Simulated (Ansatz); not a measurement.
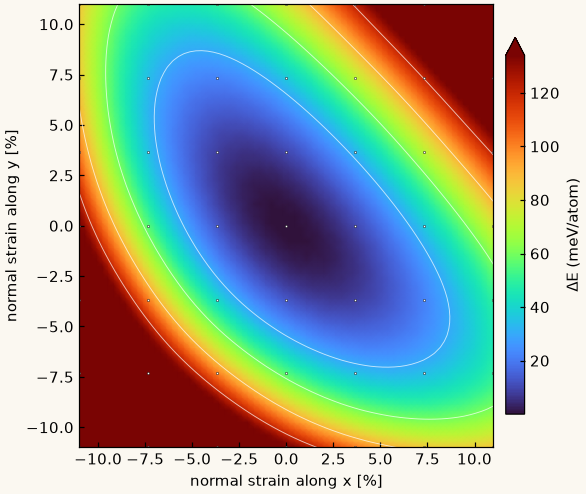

Energy landscape of AlNi (P4/mmm, No. 123; 2 atoms in the cell). 
- The energy is mapped over two homogeneous strains.
- The first coordinate is: normal strain along x; the second: normal strain along y.
- Nothing is relaxed (symmetry fixes all fractional coordinates).
- The grid has 7 × 7 points; 28 points were computed and 21 follow by symmetry.
- Points are written as (first, second).
- Energies are in meV/atom, from the lowest grid point.
- The runs have no spin polarisation; a magnetic state may lie lower.
- The calculation used DFT PBEsol, scalar-relativistic, plane waves, PAW in Ansatz. Settings: cutoff 520 eV, k-mesh 16×16×16, gaussian smearing 0.15 eV, no spin polarisation.

In the figure: a smooth colour map with a few white contour lines, dots at the grid points, one colour for all values above the top of the scale. Between grid points the surface is interpolated. 

Question: Where are the wells?

Answer: The lowest grid point is at (0.0 %, 0.0 %). It is the only kind of minimum in the scanned range. The highest grid point, (−11.0 %, −11.0 %), lies 445 meV/atom above the lowest. Round the minimum the valley is strongly tilted: raising normal strain along x shifts the best value of normal strain along y downwards (coupling k₁₂/√(k₁₁k₂₂) about 0.6).

Each point was launched as `ansatz run input.yaml --threads 2 --pin off --max-ram 4096MiB --backend cpu --events-out ev --progress --plain --runs-dir out`. Time for the 28 points that were run: 12 min on 2 threads of Arm Neoverse N1, with other jobs on the host.

PAW datasets: the set soft_1.
